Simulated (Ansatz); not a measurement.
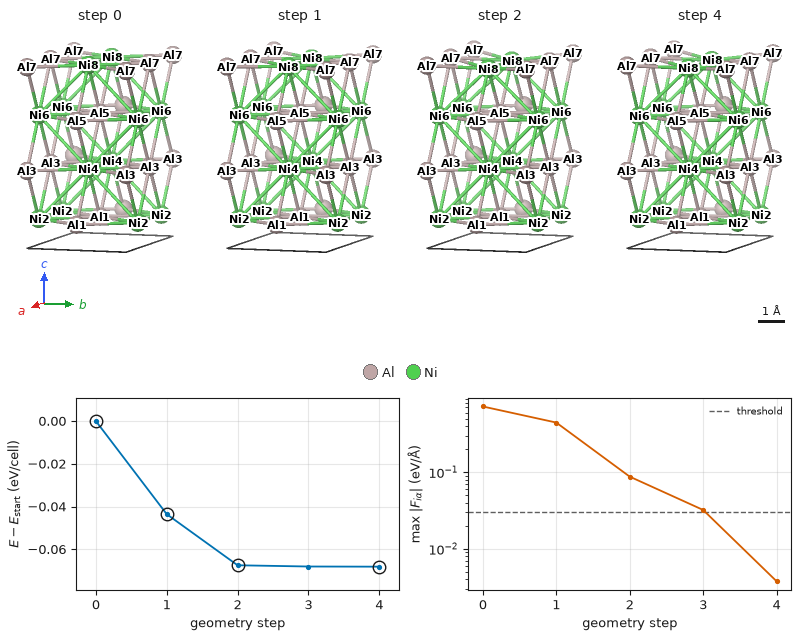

Frames of a constrained relaxation of a slab of composition AlNi (cut from the Pm-3m phase), marked on the history of the run. The picture is a ball-and-stick view of the 2 × 1 repeat of the cell, outlined in the plane, without the vacuum, seen slightly off an axis.

Case: clean slab, lower half held. The slab is the (1 1 0) face of AlNi. 4 atoms are held fixed.

Method: DFT PBEsol, scalar-relativistic, plane waves, PAW in Ansatz 0.2.0. Set-up: plane-wave cutoff 420 eV; k-point mesh 10 × 7 × 1; occupations gaussian; smearing width 0.1 eV; no spin polarisation; dipole correction; atoms relaxed in a fixed cell; force threshold 0.03 eV/Å; at most 70 steps.

What happens along the run?

The largest move is that of Ni8, 0.12 Å along the normal (−c). Largest moves by element: Ni 0.12 Å, Al 0.06 Å. The cell stays as it was. Near-neighbour distances that change, for instance: Al5–Ni8 2.479 → 2.382 Å, Ni6–Al7 2.479 → 2.557 Å, Ni6–Ni8 2.862 → 2.798 Å, Al3–Ni6 2.479 → 2.454 Å. Among the angles between lasting bonds that change: Ni8–Al7–Ni8 180.0° → 171.3°, Ni6–Al7–Ni8 109.5° → 105.0°, Ni6–Al7–Ni8 70.5° → 67.4°. After 4 geometry steps the energy has fallen by 68.1 meV per cell of the calculation. Largest force component: 0.72 eV/Å at the start, 0.0038 eV/Å at the end. The run took 120 s on 2 threads of Arm Neoverse V1, with other jobs on the host, peak memory 0.62 GiB. From step 0 to 1: Ni8 moves most (0.06 Å), energy −43.6 meV per cell of the calculation. From step 1 to 2: Ni8 moves most (0.08 Å), energy −23.9 meV per cell of the calculation. From step 2 to 4: Ni8 moves most (0.02 Å), energy −0.7 meV per cell of the calculation.

```json
{"step": "0", "E − E(0), meV/atom": "0.00", "largest force component, eV/Å": "0.7216"}
{"step": "1", "E − E(0), meV/atom": "-5.45", "largest force component, eV/Å": "0.4451"}
{"step": "2", "E − E(0), meV/atom": "-8.43", "largest force component, eV/Å": "0.0877"}
{"step": "3", "E − E(0), meV/atom": "-8.51", "largest force component, eV/Å": "0.0322"}
{"step": "4", "E − E(0), meV/atom": "-8.52", "largest force component, eV/Å": "0.0038"}
```
